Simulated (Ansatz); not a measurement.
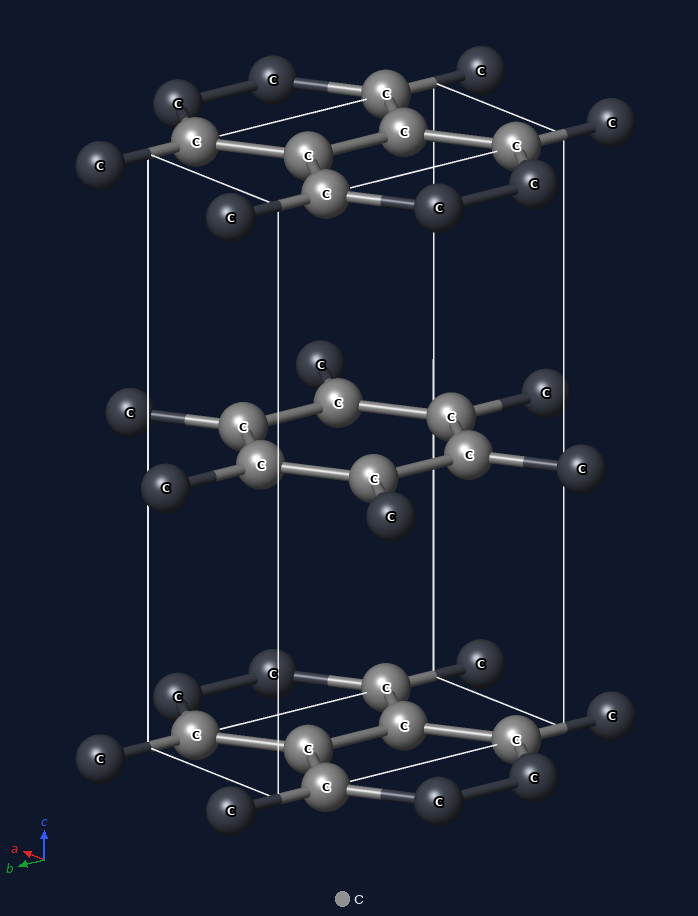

Crystal structure, ball-and-stick style, seen from a general direction. The lines enclose the conventional unit cell; boundary atoms appear with their images. The bonded neighbours beyond the faces are included, in fainter colours.

C, space group Fmmm (No. 69), a = 2.38 Å, b = 4.13 Å, c = 7.09 Å, α = 90.00°, β = 90.00°, γ = 90.00°.

The numbers come from DFT r2SCAN, scalar-relativistic, plane waves, PAW (Ansatz), using a cutoff energy of 500 eV, a 14×8×6 sampling of the Brillouin zone, Gaussian smearing of 0.1 eV, no spin polarisation.

Metal or not?

Answer. A semiconductor at this level, with a gap of 0.12 eV on the k-mesh (the true edges may lie between mesh points, so the gap can be somewhat smaller).

The structure was taken from a structure listed in the Materials Project. It was relaxed with DFT r2SCAN, scalar-relativistic, plane waves, PAW (Ansatz) under a constraint or pressure on the cell, so some stress remains.

At this level of theory the run's own cell isn't at rest (compressed, at 28 GPa), so its distances can differ from those at equilibrium, the more so the softer the solid.
